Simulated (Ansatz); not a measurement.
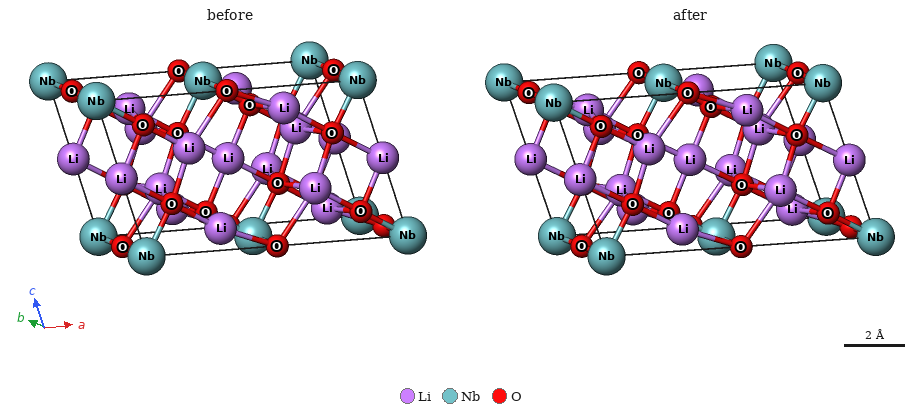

Left: solid Li$_{5}$NbO$_{5}$ (set up in C2/m). Right: the same structure after one change, at the same scale. Style: ball-and-stick. Shown: the conventional cell (2 times the calculation's cell), from a free direction. Lengths and directions refer to the drawn axes.

These are results of Ansatz 0.2.0, DFT PBEsol, scalar-relativistic, plane waves, PAW, not measurements. (plane-wave cutoff 420 eV; k-point mesh 6 × 6 × 4; occupations gaussian; smearing width 0.02 eV; no spin polarisation)

> What distinguishes the right structure from the left one?

Biaxial strain in the a–b plane, +3.0 %, is applied. The c axis and the atoms are relaxed.

> How do the computed properties respond?

The energy rises by 13.4 meV per atom. The pressure goes from 0.0 to −4.7 GPa. The principal stresses (compression positive) are −6.2 GPa along a, −7.8 GPa along b, none along the third axis. The gap on the k-mesh goes from 3.19 to 3.14 eV. Cell: a 9.649 → 9.938 Å (+3.0 %), b 4.008 → 4.128 Å (+3.0 %), c 5.777 → 5.762 Å (−0.2 %), β 108.7° → 110.2°. Volume +4.9 %. The largest moves relative to the cell, 0.040 Å, are those of O atoms. Largest moves by element: O 0.040 Å, Li 0.035 Å. Nb stays in place. Near-neighbour distances before and after: Li–O 2.108 → 2.177 Å, Li–O 2.227 → 2.295 Å, Li–O 2.048 → 2.093 to 2.113 Å, Li–O 2.063 → 2.124 Å. The space group stays C2/m (No. 12).
